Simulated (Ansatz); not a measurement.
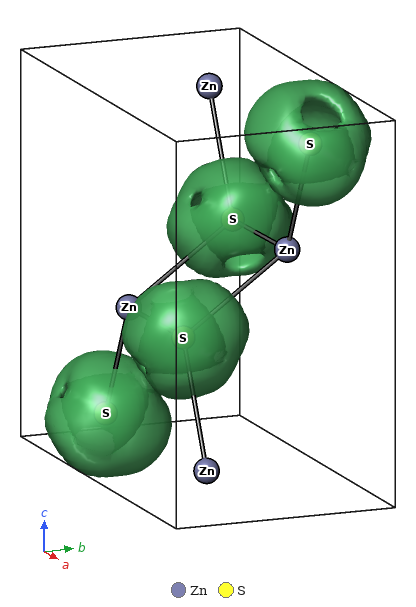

Figure. ZnS. Isosurface of the electron localisation function at 0.8 (green), seen slightly off an axis. Core shells and regions of very low density are left out. Sticks mark near contacts.

Space group Pnma; a structure from a database of computed crystals, not necessarily the ambient phase; started from the GeS-62 prototype, which need not be the ambient phase.

All numbers below come from Ansatz 0.2.0, DFT, PBEsol, plane waves, PAW.

In a PAW calculation such maps are meaningful between the atoms, not at the nuclei.

**Where are the electrons localised?**

At this value the surface marks out four regions wrapped around S (the valence shell of each), counted in one cell of 8 atoms. Regions shared between cells count once. Along the contacts the grid gives the following. Zn–S (2.27 Å): the ELF peaks at about 0.90 in the valence shell of S, 0.8 Å from its nucleus, and is about 0.55 at the midpoint. Zn–S (2.33 Å): the ELF peaks at about 0.90 in the valence shell of S, 0.8 Å from its nucleus, and is about 0.55 at the midpoint.

**Metal or insulator at this level of theory?**

It is gapped, with a Kohn–Sham gap of 2.2 eV on the k-point mesh, an upper bound to the gap of this method.
